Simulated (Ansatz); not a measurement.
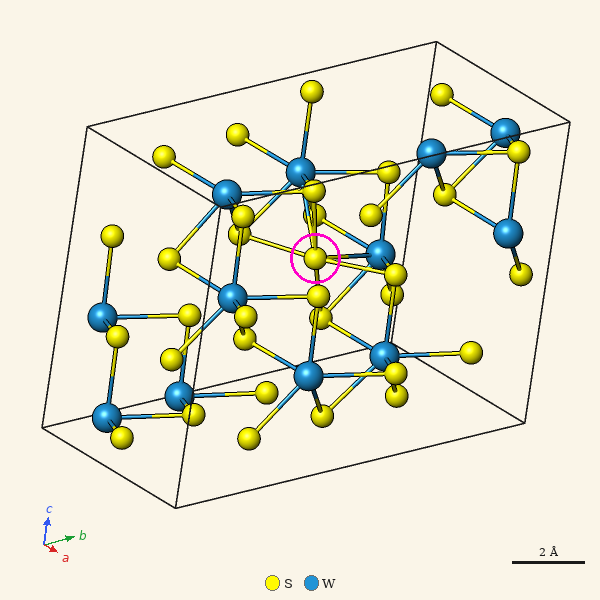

Structure drawing (ball-and-stick), viewed slightly off an axis. Thin lines show the supercell, with boundary atoms drawn in all their periodic places. The host is WS2, in a cell of 39 sites, and the cell carries a charge of -1. A ring marks the defect's site.

**What imperfection does the supercell contain?**

Sulfur on a tungsten site (an antisite). It is bonded to four S and two W (about 2.3 Å to S, 2.6 Å to W). Not all metal-metal contacts are counted.

Run with DFT PBE, scalar-relativistic, plane waves, PAW (Ansatz) and these settings: plane waves up to 420 eV, the zone sampled with 2×2×2 points, Gaussian smearing of 0.01 eV, collinear spins.

**Does the defect leave unpaired spin?**

No net moment.

The atoms were relaxed in the host's cell with Ansatz 0.2.0, DFT PBE, scalar-relativistic, plane waves, PAW.
